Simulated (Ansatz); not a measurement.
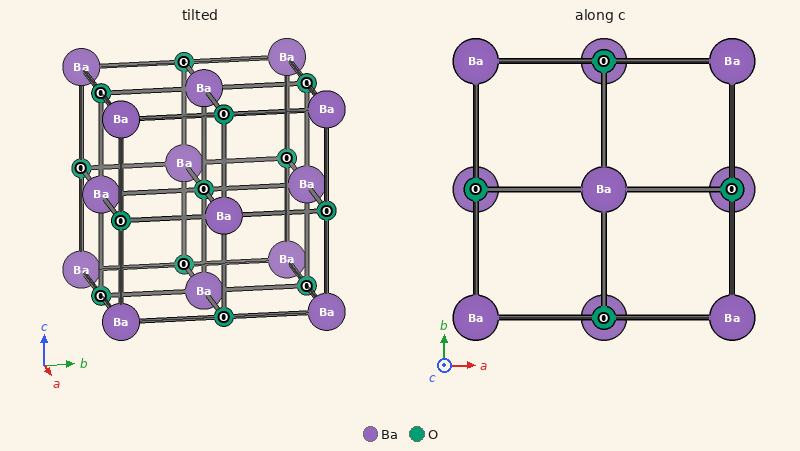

Ball-and-stick representation of a periodic structure, projected slightly off an axis and along the c axis. Lines trace the edges of the conventional unit cell.

BaO, rock salt (NaCl type), space group Fm-3m (No. 225), a = 5.544 Å, b = 5.544 Å, c = 5.544 Å, α = 90.00°, β = 90.00°, γ = 90.00°. It goes back to a structure listed in the Materials Project. Earlier steps of the study may have refined or changed the cell and positions. It was the input of a calculation with Ansatz.

This one geometry was computed with Ansatz (DFT, plane waves, PAW) at six levels of theory: PBE with spin-orbit coupling, Hartree-Fock, HSE06, LDA, PBE0 and r2SCAN0. It was relaxed beforehand with r2SCAN.

> Which level gives the highest pressure at this volume, and what does that say about its equilibrium volume?

Highest: Hartree-Fock (4.0 GPa), which points to the largest equilibrium volume. Lowest, with the smallest volume: LDA (-4.5 GPa). Levels within 0.5 GPa of each other can't be told apart.

> How does the band gap change with the level of theory?

LDA: a gap of 1.91 eV, direct; PBE with spin-orbit coupling: a gap of 2.01 eV, direct; HSE06: a gap of 3.32 eV, direct; PBE0: a gap of 4.05 eV, direct; r2SCAN0: a gap of 4.27 eV, direct; Hartree-Fock: a gap of 10.67 eV, direct.

> Collect the results in a table.

| level | cutoff (eV) | k-mesh of the run's cell | gap (eV) | pressure (GPa) |
| --- | --- | --- | --- | --- |
| PBE with spin-orbit coupling | 420 | 8×8×8 | 2.01 | 1.1 |
| Hartree-Fock | 420 | 6×6×6 | 10.67 | 4.0 |
| HSE06 | 420 | 6×6×6 | 3.32 | -0.5 |
| LDA | 420 | 8×8×8 | 1.91 | -4.5 |
| PBE0 | 420 | 6×6×6 | 4.05 | -0.5 |
| r2SCAN0 | 500 | 6×6×6 | 4.27 | -1.0 |

Gaps are taken on the k-mesh or band path of each run.
